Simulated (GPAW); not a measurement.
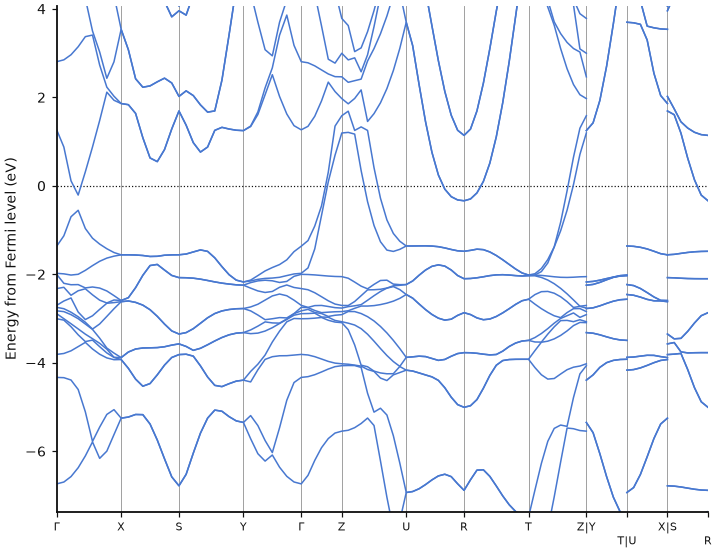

Band structure. Energies are counted from the Fermi level.

> Which Bravais lattice do the labels of the path belong to?

A primitive orthorhombic lattice: the path Γ–X–S–Y–Γ–Z–U–R–T–Z|Y–T|U–X|S–R runs through the special points of its Brillouin zone.

System: NiSi, space group Pmmn (No. 59), 4 atoms in the cell.

Space group Pmmn:1 (No. 59). a = 2.943 Å, b = 3.280 Å, c = 4.677 Å, α = 90.00°, β = 90.00°, γ = 90.00°
| atom | site | symmetry | x | y | z |
| --- | --- | --- | --- | --- | --- |
| Ni | 2a | mm2 | 0.5000 | 0.5000 | 0.3425 |
| Si | 2a | mm2 | 0.5000 | 0.5000 | 0.8431 |

Level of theory: PBEsol, PAW data sets generated in the run's folder for this functional, collinear spin, ferromagnetic start that ends with little or no moment, no spin-orbit coupling, 6×5×4 k mesh, 600 eV cutoff, Fermi-Dirac smearing of 0.05 eV; code GPAW 26.7.0.

> Metal, semiconductor or insulator?

A metal: bands cross the Fermi level along this path.

The k mesh is coarse (spacing up to 0.38 Å⁻¹), so the values aren't converged. The cell is a database's computed one. Bands are joined in order of energy, so crossings between the computed points show as kinks or gaps. In reduced coordinates of the cell that was run, X is (0.5, 0, 0), S is (0.5, 0.5, 0), Y is (0, 0.5, 0), Z is (0, 0, 0.5), U is (0.5, 0, 0.5), R is (0.5, 0.5, 0.5) and T is (0, 0.5, 0.5).
